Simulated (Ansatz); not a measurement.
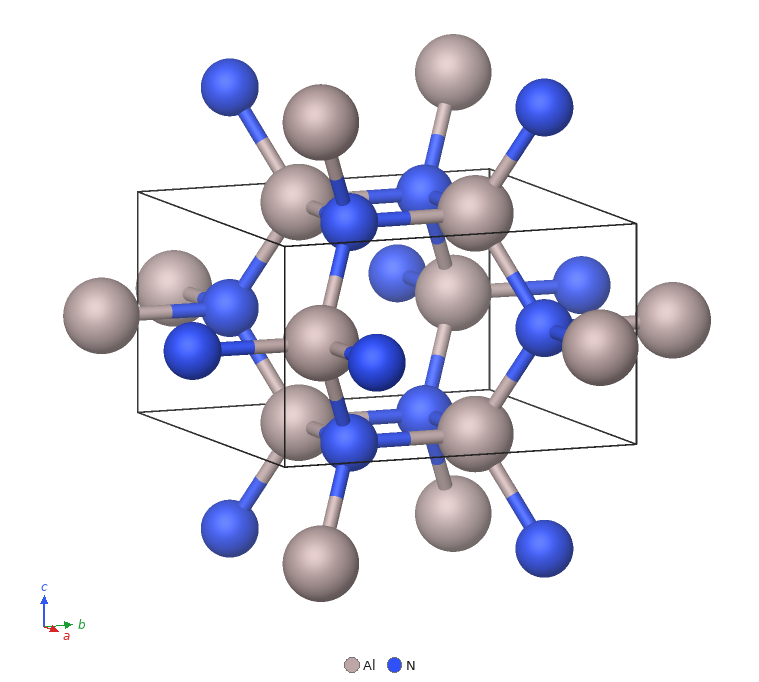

Drawn in the ball-and-stick manner and seen slightly off an axis. One conventional unit cell is framed, with atoms on its boundary repeated. Bonds that leave the box are completed with the atoms at their other ends. Cell: a = 5.33 Å, b = 5.33 Å, c = 3.12 Å, α = 90.00°, β = 90.00°, γ = 90.00°.

It goes back to a structure type filled with these elements by a generator (whether the compound takes this form wasn't checked). Earlier steps of the study may have refined or changed the cell and positions. It went into a calculation with Ansatz.

> Notes on the structure:

The structure is one of AlN. It belongs to space group P4_2/mnm (No. 136) and has a primitive tetragonal lattice. In the cell are 4 Al, 4 N, which makes 4 formula units. The neighbours of Al are four N in a distorted tetrahedral arrangement at about 1.9 Å. The neighbours of N are four Al in a distorted tetrahedral arrangement at about 1.9 Å. The bonds build a three-dimensional framework.

Run with DFT PBE, scalar-relativistic, plane waves, PAW (Ansatz 0.2.0) and these settings: cutoff 420 eV, Brillouin-zone sampling on a 4×4×8 mesh, Gaussian smearing of 0.02 eV, no spin polarisation.

> Does it come out as a metal, or with a gap?

An insulator at this level, with a gap of 3.73 eV, indirect.

> Predict the Bader charges.

Al +2.43 e; N -2.43 e.

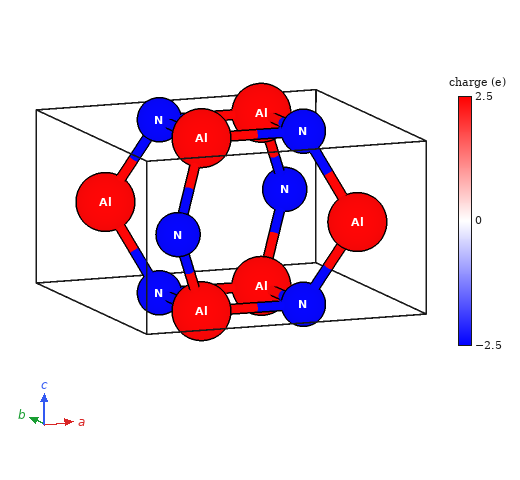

The atoms coloured by those charges. The run's cell of 8 atoms is drawn.

> Does this geometry sit at a stationary point of the energy?

Yes. All forces vanish to within 0.01 eV/Å. The pressure is 0.0 GPa, close to zero.
